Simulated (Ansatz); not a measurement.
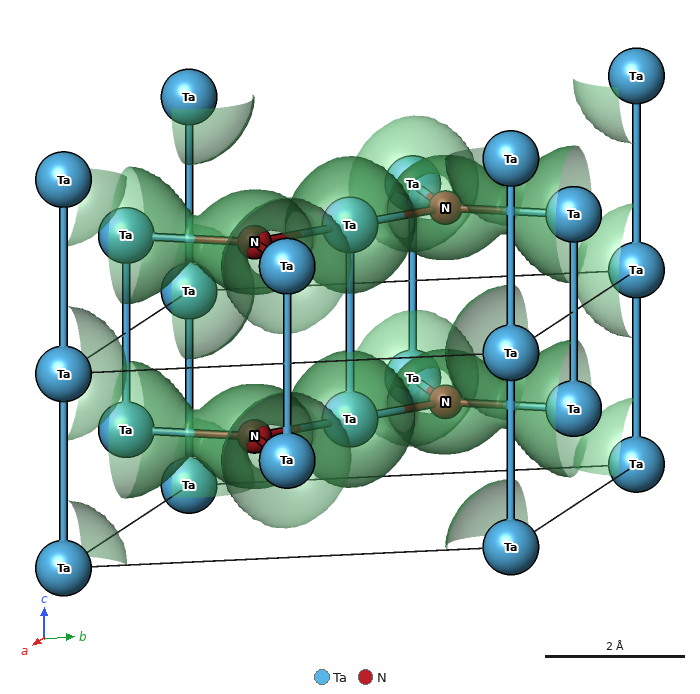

Figure. Ta₂N. Isosurface of the valence charge density (pseudo) at 0.8 e/Å³ (green), seen slightly off an axis. Sticks mark near contacts.

Space group P6/mmm; a structure generated by program, which may or may not match a known phase.

These are results of DFT PBE, scalar-relativistic, plane waves, PAW (Ansatz), not measurements.

Input

```
crystal:
  lattice:
    - [6.6448201879, 0.0, 0.0]
    - [-3.3224100939, 5.7545830863, 0.0]
    - [0.0, 0.0, 2.8462271882]
  atoms:
    - { symbol: Ta, position: [0.5, 0.0, 0.5] }
    - { symbol: Ta, position: [0.0, 0.5, 0.5] }
    - { symbol: Ta, position: [0.5, 0.5, 0.5] }
    - { symbol: Ta, position: [0.0, 0.0, 0.0] }
    - { symbol: "N", position: [0.3333333333, 0.6666666667, 0.5] }
    - { symbol: "N", position: [0.6666666667, 0.3333333333, 0.5] }
basis:
  ecutwfc: 420
kpoints:
  mp_grid: { grid: [6, 6, 14] }
  band_path:
    path:
      - [[0.0, 0.0, 0.0], [0.5, 0.0, 0.0], [0.33333333, 0.33333333, 0.0], [0.0, 0.0, 0.0], [0.0, 0.0, 0.5], [0.5, 0.0, 0.5], [0.33333333, 0.33333333, 0.5], [0.0, 0.0, 0.5]]
      - [[0.5, 0.0, 0.5], [0.5, 0.0, 0.0]]
      - [[0.33333333, 0.33333333, 0.5], [0.33333333, 0.33333333, 0.0]]
    npoints: 14
hamiltonian:
  xc: pbe
scf:
  occupations: { method: gaussian, width: 0.1 }
  n_extra_bands: 15
output:
  forces: true
  stress: true
  eigenvalues: true
  populations: true
  dos: { projected: true, de: 0.02, nscf_kmesh: { grid: [8, 8, 17] } }
  bader: true
  write_density: true
  write_potential: true
  elf: true
  volumetric_format: npy
```

Launched as:

```sh
ansatz run input.yaml --threads 1 --pin off --max-ram 2560MiB --backend cpu --events-out ev --progress --plain --runs-dir out
```

Below, planes, directions and counts refer to the conventional cell (a = 6.64 Å, b = 6.64 Å, c = 2.85 Å, α = 90.00°, β = 90.00°, γ = 120.00°).

Question: Which contacts does the surface bridge?

Answer: At this value the density is joined into sheets; it holds about 65 % of the electrons treated as valence (semicore included). It bridges the shortest Ta–N (1.92 Å) contacts, where the density stays above the isovalue. It is pinched off along the shortest Ta–Ta (2.85 Å) contacts. On the grid the lowest density along these lines, outside the cores, is 1.1 e/Å³ (Ta–N, 1.92 Å) and 0.37 e/Å³ (Ta–Ta, 2.85 Å).

Question: What Bader charges does the calculation give?

Answer: Electrons move from Ta towards N. Bader charges: Ta −0.02 to +1.09 and N −1.62 e.
